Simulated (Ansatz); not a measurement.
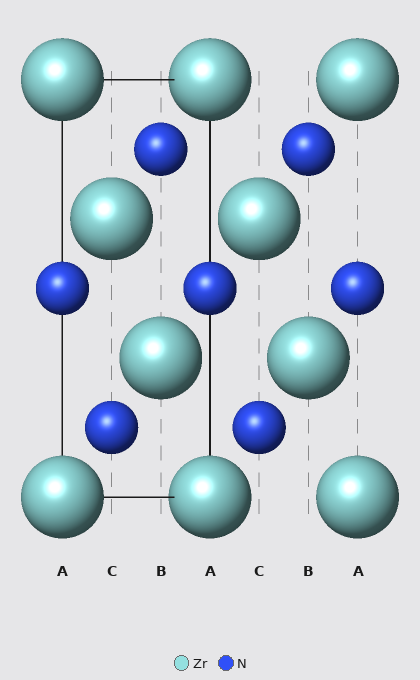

Projection along an edge of the hexagonal mesh, stacking direction [111] upwards. The dashed lines mark the three columns A (0, 0), B (1/3, 2/3) and C (2/3, 1/3). The box is the hexagonal cell of the face-centred cubic lattice. The sequence starts with the first layer at or above the cell's origin.

ZrN. Coordinates: a calculation's input that goes back to an entry of the Crystallography Open Database (an earlier step may have relaxed or displaced it).

### List the layers of one repeat.

Zr(A) – N(C) – Zr(B) – N(A) – Zr(C) – N(B) (six layers in 7.91 Å).

### How are the N layers alone stacked?

N layers alone: CAB, the cubic close-packed type.

### Which positions between or in the N layers do the other atoms fill?

Zr: three octahedral sites, counted in one hexagonal cell.

Heights of the layers:

```json
{"layer": "1", "atoms (column)": "Zr(A)", "height (Å)": "0.00", "to next (Å)": "1.32"}
{"layer": "2", "atoms (column)": "N(C)", "height (Å)": "1.32", "to next (Å)": "1.32"}
{"layer": "3", "atoms (column)": "Zr(B)", "height (Å)": "2.64", "to next (Å)": "1.32"}
{"layer": "4", "atoms (column)": "N(A)", "height (Å)": "3.96", "to next (Å)": "1.32"}
{"layer": "5", "atoms (column)": "Zr(C)", "height (Å)": "5.28", "to next (Å)": "1.32"}
{"layer": "6", "atoms (column)": "N(B)", "height (Å)": "6.59", "to next (Å)": "1.32"}
```
